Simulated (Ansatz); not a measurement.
**Co: 7 runs along one coordinate**

System: Co (2 atoms in the cell).
Method: DFT, revPBE, plane waves (420 eV) with PAW, scalar-relativistic, spin-polarised (Ansatz 0.2.0).

The 7 runs differ only in the geometry, by an even scaling of the cell at fixed fractional positions.

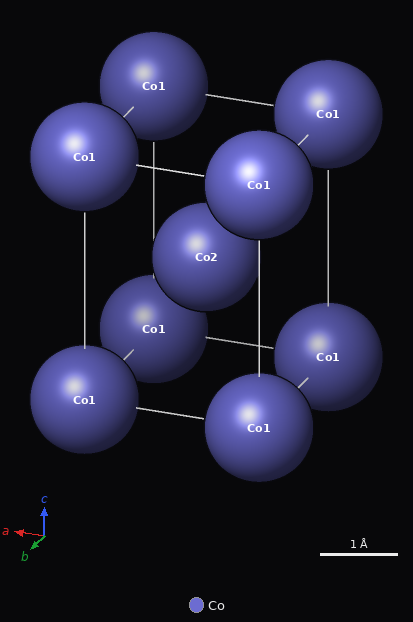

Figure 1. The structure of run 4 (spheres-only view of the cell of the calculation, seen at an oblique angle; atoms are numbered from 1 in the order of the input).

**Input of run 4**
```yaml
crystal:
  lattice:
    - [2.4569586802, 0.0, 0.0]
    - [0.0, 2.4569586802, 0.0]
    - [0.0, 0.0, 3.4727753544]
  atoms:
    - { symbol: Co, position: [0.0, 0.0, 0.0], spin: -1.699 }
    - { symbol: Co, position: [0.5, 0.5, 0.5], spin: -1.699 }
hamiltonian:
  xc: revpbe
  pseudopotentials:
    kind: paw
    azcp:
      Co: "pseudopotentials/Co.paw.azcp"
basis:
  ecutwfc: 420
  fft_grid_basis: typed
kpoints:
  mp_grid: { grid: [14, 14, 10], shift: [0, 0, 0] }
magnetization:
  spin_polarized: true
scf:
  occupations: { method: fermi_dirac, width: 0.05 }
  lower_state_search: "off"
output:
  stress: true
```

Command:
```bash
ansatz run input.yaml --threads 2 --pin off --max-ram 5120MiB --backend cpu --events-out ev --progress --plain --runs-dir out
```

Lattice vectors (Å) and fractional positions of run 4:
```
   2.456959    0.000000    0.000000
   0.000000    2.456959    0.000000
   0.000000    0.000000    3.472775
Co  0.000000  0.000000  0.000000
Co  0.500000  0.500000  0.500000
```

Run 2 differs from it as follows:
```diff
-    - [2.4569586802, 0.0, 0.0]
-    - [0.0, 2.4569586802, 0.0]
-    - [0.0, 0.0, 3.4727753544]
+    - [2.3896105589, 0.0, 0.0]
+    - [0.0, 2.3896105589, 0.0]
+    - [0.0, 0.0, 3.3775825057]
```

**Results, with one run withheld**

| run | volume per atom (Å³) | free energy per atom, from the lowest run given (meV) | pressure (GPa) |
| --- | --- | --- | --- |
| 1 | 9.224 | 287.81 | 58.06 |
| 2 | 9.643 | ? | ? |
| 3 | 10.063 | 76.12 | 25.28 |
| 4 | 10.482 | 25.81 | 13.67 |
| 5 | 10.901 | 2.28 | 4.68 |
| 6 | 11.321 | 0.00 | −2.70 |
| 7 | 11.740 | 15.28 | −8.77 |

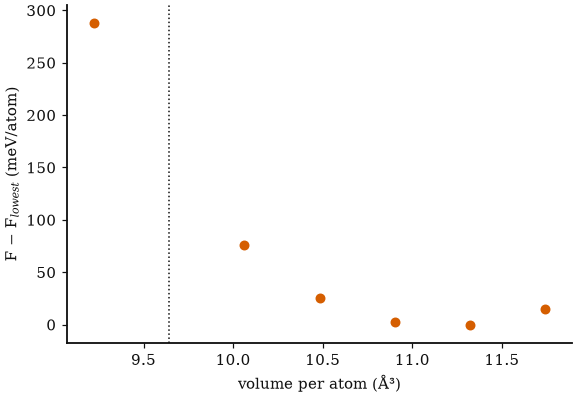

Figure 2. Free energy per atom of the runs given; the dotted line marks run 2.

Fit the runs given and predict run 2.

A cubic polynomial in V^(−2/3) (the Birch–Murnaghan form), fitted to the 6 runs given, misses them by at most 0.14 meV per atom. With x = V^(−2/3) − 0.20767 Å⁻², it reads F = 19.004 + 5588.6 x + 3.91e+05 x² + 9.2945e+05 x³ (meV per atom). At run 2 it gives 160.73 meV per atom, and the run itself gives 160.60. The slope of the fit gives a pressure −dF/dV of 39.79 GPa there, and the run prints 39.84 GPa. The fit has its minimum at 11.153 Å³ per atom, where V d²F/dV² gives 190 GPa: the bulk modulus at this level, since symmetry fixes the shape and the positions.

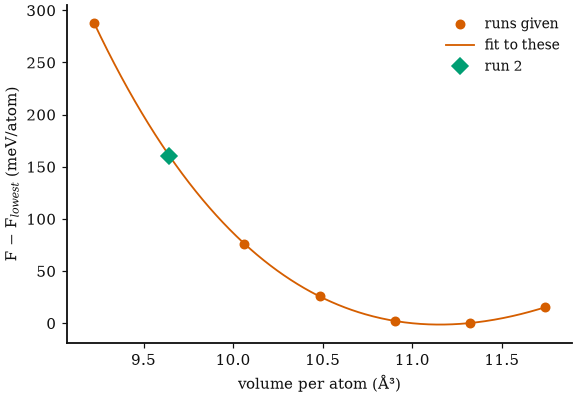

Figure 3. The fit and the withheld run.

**Output, shortened to warnings, some set-up lines, iterations and results (run 2)**
```
Basis set: ecut = 420 eV, 359 PW (Γ)
Symmetry: 32 space group operations
k-points: 216 of 1960
Initial density: superposition of atomic densities (chi_scale 0.1, normalization cell)
[...]
SCF iter   1: F=—  HF=-10258.846035 eV  |F-HF|=—  |Δ(HF+E_count)|=         —  Δρ=5.45e-2 (↑5.45e-2 ↓1.94e-2)  dr2=3.81e-1  dr2_m=1.38e-1  M=-3.031 μB ∫|m|=3.079 μB  β_m=0.30  …
SCF iter   2: F=—  HF=-10258.845354 eV  |F-HF|=—  |Δ(HF+E_count)|=   6.81e-4  Δρ=3.38e-2 (↑3.38e-2 ↓1.66e-2)  dr2=6.46e-2  dr2_m=1.02e-1  M=-3.054 μB ∫|m|=3.139 μB  β_m=0.30  …
SCF iter   3: F=—  HF=-10258.860440 eV  |F-HF|=—  |Δ(HF+E_count)|=   1.51e-2  Δρ=2.07e-2 (↑2.07e-2 ↓1.99e-2)  dr2=4.94e-3  dr2_m=7.07e-2  M=-3.065 μB ∫|m|=3.181 μB  β_m=1.00  …
SCF iter   4: F=—  HF=-10258.884120 eV  |F-HF|=—  |Δ(HF+E_count)|=   2.37e-2  Δρ=8.66e-3 (↑3.73e-3 ↓8.66e-3)  dr2=2.55e-3  dr2_m=6.71e-3  M=-3.060 μB ∫|m|=3.258 μB  β_m=1.00  …
SCF iter   5: F=—  HF=-10258.897402 eV  |F-HF|=—  |Δ(HF+E_count)|=   1.33e-2  Δρ=4.39e-3 (↑1.29e-3 ↓4.39e-3)  dr2=1.20e-3  dr2_m=1.32e-3  M=-3.069 μB ∫|m|=3.293 μB  β_m=1.00  …
SCF iter   6: F=—  HF=-10258.908980 eV  |F-HF|=—  |Δ(HF+E_count)|=   1.16e-2  Δρ=2.06e-3 (↑2.06e-3 ↓9.53e-4)  dr2=1.07e-4  dr2_m=3.49e-4  M=-3.079 μB ∫|m|=3.312 μB  β_m=1.00  …
SCF iter   7: F=—  HF=-10258.916690 eV  |F-HF|=—  |Δ(HF+E_count)|=   7.71e-3  Δρ=1.92e-3 (↑1.92e-3 ↓3.96e-4)  dr2=2.86e-4  dr2_m=1.86e-4  M=-3.088 μB ∫|m|=3.325 μB  β_m=0.30  …
SCF iter   8: F=—  HF=-10258.921912 eV  |F-HF|=—  |Δ(HF+E_count)|=   5.22e-3  Δρ=1.86e-3 (↑1.86e-3 ↓9.86e-4)  dr2=7.64e-5  dr2_m=3.47e-4  M=-3.094 μB ∫|m|=3.334 μB  β_m=0.65  …
SCF iter   9: F=—  HF=-10258.927800 eV  |F-HF|=—  |Δ(HF+E_count)|=   5.89e-3  Δρ=2.38e-3 (↑2.38e-3 ↓3.20e-4)  dr2=5.16e-4  dr2_m=2.82e-4  M=-3.115 μB ∫|m|=3.364 μB  β_m=0.71  …
SCF iter  10: F=—  HF=-10258.927983 eV  |F-HF|=—  |Δ(HF+E_count)|=   1.83e-4  Δρ=2.34e-3 (↑1.05e-3 ↓2.34e-3)  dr2=1.10e-3  dr2_m=8.02e-5  M=-3.116 μB ∫|m|=3.368 μB  β_m=0.59  …
SCF iter  11: F=—  HF=-10258.927747 eV  |F-HF|=—  |Δ(HF+E_count)|=   2.35e-4  Δρ=8.64e-5 (↑8.64e-5 ↓7.09e-5)  dr2=1.71e-8  dr2_m=1.08e-6  M=-3.119 μB ∫|m|=3.371 μB  β_m=0.80  …
SCF iter  12: F=-10258.927748 eV  HF=-10258.927748 eV  |F-HF|=2.51e-8  |Δ(HF+E_count)|=   6.41e-7  Δρ=1.90e-5 (↑1.90e-5 ↓1.51e-5)  dr2=1.78e-8  dr2_m=4.29e-8  M=-3.119 μB …
SCF iter  13: F=-10258.927748 eV  HF=-10258.927748 eV  |F-HF|=1.07e-9  |Δ(HF+E_count)|=   4.02e-8  Δρ=3.01e-6 (↑3.01e-6 ↓1.12e-6)  dr2=2.79e-10  dr2_m=5.78e-10  M=-3.119 μB …
SCF 1 converged in 13 iterations: F = -10258.927748 eV  dr2 = 2.79e-10
SCF converged after 13 iterations
Magnetization: -3.1186 μB (15.4407 up, 18.5593 down)
Absolute magnetization: 3.3731 μB (∫|ρ↑−ρ↓|, with the PAW one-centre terms)
Spin contamination: 0.0411 ħ² per cell (⟨S²⟩ above its minimum at these occupations)
Per-site moments (μB) at R_I (Å): [(-1.6180424139885934, 0.9854464597927872), (-1.6180424139885934, 0.9854464597927872)]
Free energy (F): -10258.927748 eV
Harris-Foulkes:  -10258.927748 eV  (|F-HF|=1.07e-9)
Internal energy: -10258.911312 eV  (E = F + TS)
E sigma→0 (E₀):  -10258.919530 eV
Entropy (-TS):   -0.016436 eV (-8.218 meV/atom)
Fermi energy:    21.686035 eV
--- Per-component energies (eV) ---
  E_band       = -396.331279
  E_kinetic    = 915.280524
  E_local      = -5324.129722  (includes V_loc(G=0)·N_el)
  E_nonlocal   = 907.341659
  E_hartree    = 2249.135608
  E_xc         = -321.089280
  E_vxc        = -414.161483  (∫ρ·V_xc dr)
  E_paw        = -3038.453026  (= ΣΔE_a)
  E_vpaw       = -978.932645  (= ΣTr[D̂ρ^β])
  E_aug_tail   = 0.000202  (compensation charges beyond the density's cutoff)
  E_ewald      = -5646.931369
  E_core_change = -0.065908  (= ΣΔE_core)
  E_smearing   = -0.016436  (= −TS)
  E_closure    = -0.000000  (closes the sum)
  Σ components = -10258.927748   (vs F -10258.927748, Δ=0.00e0)
--- Stress (GPa, compression-positive) ---
       39.780673      -0.000000       0.000000
       -0.000000      39.780673      -0.000000
        0.000000      -0.000000      39.960275
  P = ⅓ Tr σ = 39.8405 GPa (398.405 kbar)
```
